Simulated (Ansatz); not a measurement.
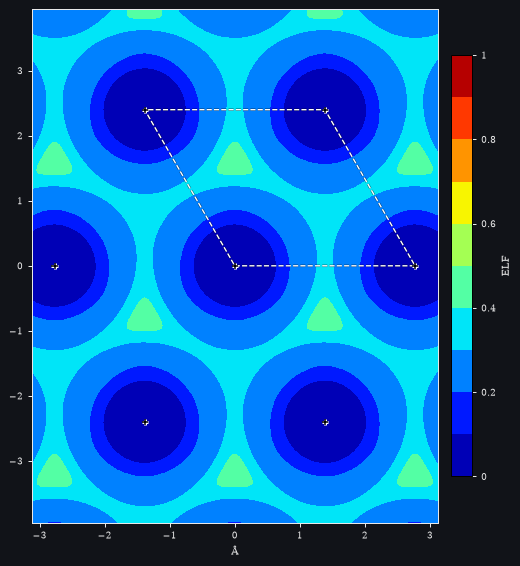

The ELF on a plane through atoms (crosses mark nuclei in the plane).

Theory: DFT PBE, scalar-relativistic, plane waves, PAW in Ansatz.

Candidates:
A. HfC, a = 3.23 Å, b = 3.35 Å, c = 4.65 Å, α = 90.00°, β = 90.00°, γ = 90.00°. Space group Immm; changed on purpose from its base cell (strain +0.0375 x Voigt [0, 0, 0, 0, 1, 0], atoms carried along).
B. Zn, a = 2.77 Å, b = 2.77 Å, c = 5.14 Å, α = 90.00°, β = 90.00°, γ = 120.00°. Space group P6₃/mmc; changed on purpose from its base cell (strain +0.040 along x and y, +0.040 along z, atoms carried along); computed pressure about −6 GPa in this cell.

Which system is this?

Candidate B: Zn on the (001) plane of the conventional cell, which holds Zn. Zn–Zn (2.77 Å): the ELF is about 0.35 at the midpoint.
